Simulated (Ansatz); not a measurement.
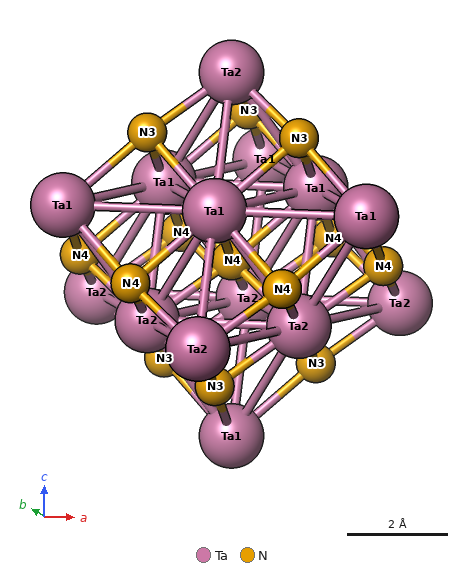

Starting structure of solid TaN (a generated structure, set up in R-3m) (coarse preliminary run). The picture is a ball-and-stick view of the atoms within 4.2 Å of the atom that moves most (axes of the conventional cell (3 times the calculation's cell)), seen slightly off an axis. Lengths and directions refer to the drawn axes.

The calculation used DFT PBE, scalar-relativistic, plane waves, PAW in Ansatz 0.2.0.

The input:
```yaml
crystal:
  lattice:
    - [1.55136202, 0.89567928, 4.96309988]
    - [-1.55136202, 0.89567928, 4.96309988]
    - [0.0, -1.79135856, 4.96309988]
  atoms:
    - { symbol: Ta, position: [0.5, 0.5, 0.5] }
    - { symbol: Ta, position: [0.0, 0.0, 0.0] }
    - { symbol: "N", position: [0.25861124, 0.25861124, 0.25861124] }
    - { symbol: "N", position: [0.74138876, 0.74138876, 0.74138876] }
basis:
  ecutwfc: 420
kpoints:
  mp_grid: { grid: [6, 6, 6] }
hamiltonian:
  xc: pbe
scf:
  occupations: { method: gaussian, width: 0.1 }
  lower_state_search: "off"
output:
  forces: true
  stress: true
  eigenvalues: true
relax:
  adjacent_minimum: "off"
  f_tol: 0.04
  max_steps: 70
  cell: { stress_tol: 0.4 }
```

Run as
```bash
ansatz run input.yaml --threads 1 --pin off --max-ram 2560MiB --backend cpu --events-out ev --progress --plain --runs-dir out
```

**Where does the relaxation end?**

The largest moves relative to the cell, 0.13 Å, are those of N3 and N4. N4 goes along +c. Ta stays in place. The volume changes by +4.1 %, with a = b 3.103 → 3.144 Å (+1.3 %), c 14.889 → 15.106 Å (+1.5 %). Among the contacts that change: Ta2–N3 2.109 → 2.209 Å, Ta1–N3 2.255 → 2.209 Å, Ta1–Ta2 3.061 → 3.104 Å, Ta1–Ta1 3.103 → 3.144 Å. Among the angles between lasting bonds that change: Ta1–N4–Ta2 174.5° → 180.0°, Ta2–N4–Ta2 94.7° → 90.7°, Ta1–N4–Ta1 87.0° → 90.7°. The space group stays R-3m (No. 166). After 4 accepted moves (6 points after the start) the energy has fallen by 0.307 eV per cell of the calculation. Largest force component: 1.9 eV/Å at the start, under 0.0001 eV/Å at the end. The pressure goes from 17.77 to 0.01 GPa. The SCF was repeated twice at an unchanged geometry on a basis and grid sized afresh for the cell, which shifted the energy by 6.6 meV per cell of the calculation at most.

The structure at the end:

```
CELL_PARAMETERS angstrom
1.57178 0.90747 5.03527
-1.57178 0.90747 5.03527
0.00000 -1.81494 5.03527
ATOMIC_POSITIONS crystal
Ta 0.50000 0.50000 0.50000
Ta 0.00000 0.00000 0.00000
N 0.25000 0.25000 0.25000
N 0.75000 0.75000 0.75000
```

The end point in the same view:

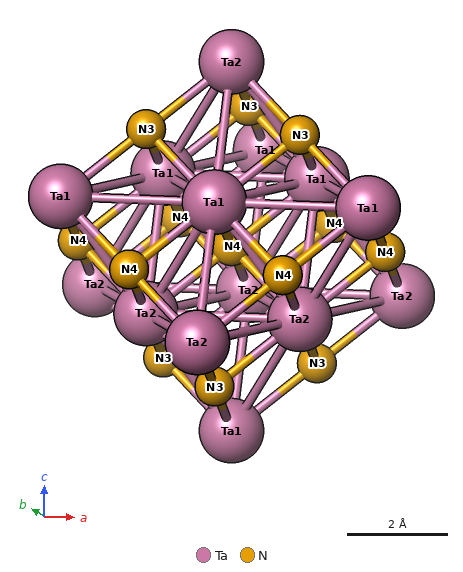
